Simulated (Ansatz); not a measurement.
**SrO (Fm-3m): refractive index against wavelength**

The refractive index of SrO (Fm-3m) below the direct gap (3.38 eV on the mesh) is read from one computed spectrum, n = √(Re ε).

Cell: a, b, c = 3.629, 3.629, 3.629 Å (primitive vectors), 2 atoms.

Method: Ansatz 0.2.0, PBE, independent particles, k-mesh 12×12×12 with interpolation inside its cells, Gaussian parameter 0.15 eV.

Launch of the response step: `ansatz run input.yaml --threads 4 --pin off --max-ram 8192MiB --backend cpu --events-out ev --progress --plain --runs-dir out`. The run took 3 s, on 4 threads of Arm Neoverse V2, on a shared host.

| wavelength (nm) | photon energy E (eV) | n |
| --- | --- | --- |
| 1550 | 0.800 | 1.9953 |
| 1310 | 0.946 | 1.9989 |
| 1064 | 1.165 | ? |
| 850 | 1.459 | 2.0172 |
| 700 | 1.771 | 2.0335 |
| 633 | 1.959 | 2.0456 |
| 532 | 2.331 | 2.0764 |

In the single-oscillator model n² − 1 = E₀E_d/(E₀² − E²), so 1/(n² − 1) = E₀/E_d − E²/(E₀E_d) is linear in E².

Working, on the rows shown:

| x = E² (eV²) | y = 1/(n² − 1) |
| --- | --- |
| 0.639837 | 0.335433 |
| 0.895757 | 0.333823 |
| 2.12762 | 0.325829 |
| 3.13716 | 0.318967 |
| 3.83641 | 0.314023 |
| 5.43137 | 0.301984 |

Means: x̄ = 2.678, ȳ = 0.32168. Σ(x − x̄)(y − ȳ) = -0.1163, Σ(x − x̄)² = 16.77. Slope = -0.1163 / 16.77 = -0.006936; intercept = ȳ − slope · x̄ = 0.34025. Turned back into n, the line misses the rows shown by at most 0.0016.

Question: Predict the last column of the withheld row from the fit.

Answer: At x = 1.3578 the line gives y = 0.33083, that is 2.0057. The run gave 2.0056, so the interpolation is off by 5.9e-05, 0.1 % of the range in the table.

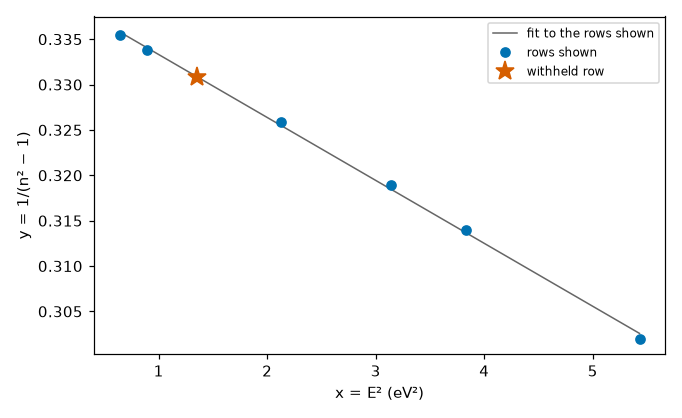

Refitted with all rows, the slope is -0.006938 and the intercept 0.34026. These give E₀ = √(intercept/−slope) = 7.00 eV and E_d = E₀/intercept = 20.6 eV; E₀ is 2.1 times the direct gap. The electronic limit at long wavelengths, without lattice vibrations, is n = √(1 + 1/intercept) = 1.985. The cell comes from an older database entry, whose edges can be off by a per cent or so. Excitons are left out and so are local fields; PBE gaps are as a rule too small. Spin-orbit coupling is left out.
